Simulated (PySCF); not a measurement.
CHF₃···H₂O

```yaml
atoms:
  - { symbol: F, position_ang: [1.1033, 0.2115, -0.9347] }
  - { symbol: C, position_ang: [-0.0221, 0.0652, -0.2289] }
  - { symbol: F, position_ang: [-1.0447, -0.0007, -1.0859] }
  - { symbol: F, position_ang: [-0.1840, 1.1544, 0.5275] }
  - { symbol: H, position_ang: [0.0274, -0.8390, 0.3922] }
  - { symbol: O, position_ang: [0.4335, -2.6376, 1.5133] }
  - { symbol: H, position_ang: [-0.0868, -3.0774, 2.1904] }
  - { symbol: H, position_ang: [1.2039, -3.1945, 1.3744] }
```

Geometry: PBE0-D3(BJ)/def2-SVPD.

The calculation used wB97M-D3(BJ)/def2-TZVPD, SCF density, gas phase in PySCF 2.14.0.

> What can the converged electron density and electron localisation function tell about the bonding?

O6···H5 (2.16 Å): the density falls to about 0.11 e/Å³ on the way; the ELF dips to about 0.05 between them.
C–F (1.34 Å): ρ at the midpoint is about 2.4 e/Å³; the ELF peaks at about 0.85 between the atoms (a polar covalent bond).
O–H (0.96 Å): the density is about 3.8 e/Å³ at the midpoint; the ELF climbs to about 1 towards the hydrogen, as it does in any bond to H (an ordinary covalent bond to hydrogen).
C–H (1.10 Å): ρ is about 2.3 e/Å³ halfway; the ELF is about 1 at the midpoint; a covalent bond by its length.

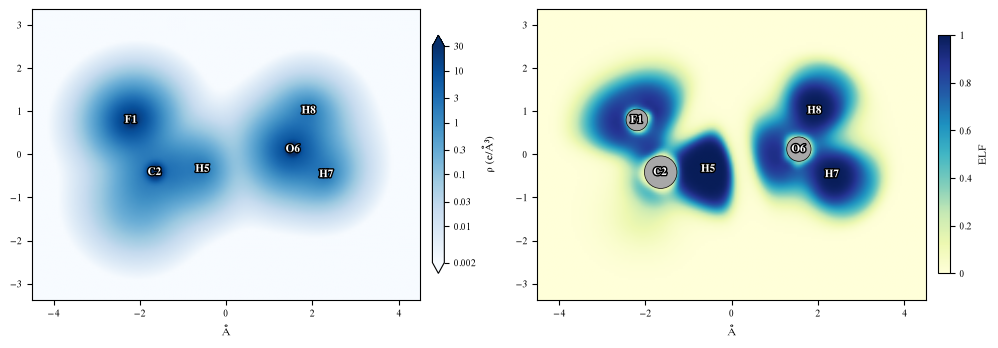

Computed electron density and electron localisation function on the plane of atoms H7, O6 and H8, in this order. Grey discs cover the atomic cores in the ELF map. 
